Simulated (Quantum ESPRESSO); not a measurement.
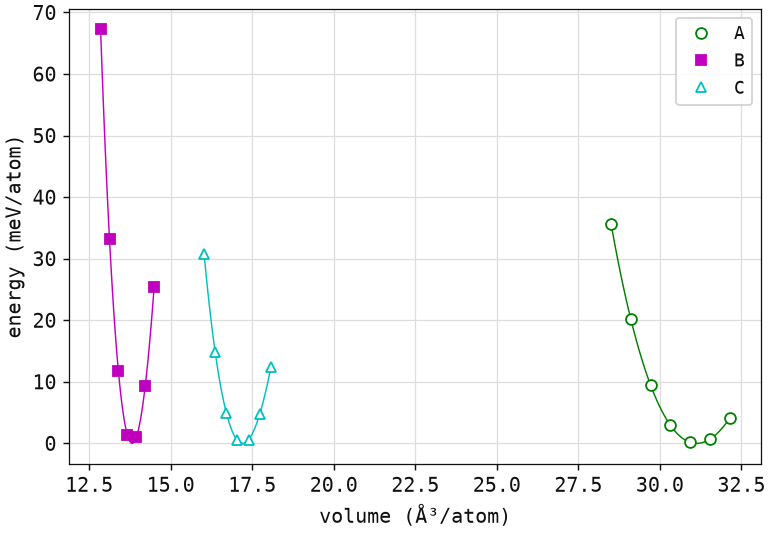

The figure shows the energy against volume, with one curve for each element, for Ag, Pb and Rh (all in space group Fm-3m (No. 225)). The labels are replaced by letters.

Calculation (Quantum ESPRESSO 7.5): plane-wave DFT, no spin polarisation; energies at scaled volumes of the given cell, shape and fractions fixed, counted from the fit's minimum, third-order Birch-Murnaghan fit. Level: rev-vdW-DF2.

- occupations: Fermi–Dirac
- smearing width: 0.05 eV
- potentials: PseudoDojo 0.4.1 SR PBE standard

Which letter stands for which compound?

Answer. A: Pb; B: Rh; C: Ag.

Caveats: potentials made for another functional; spin-orbit coupling left out, heavy elements (Pb).
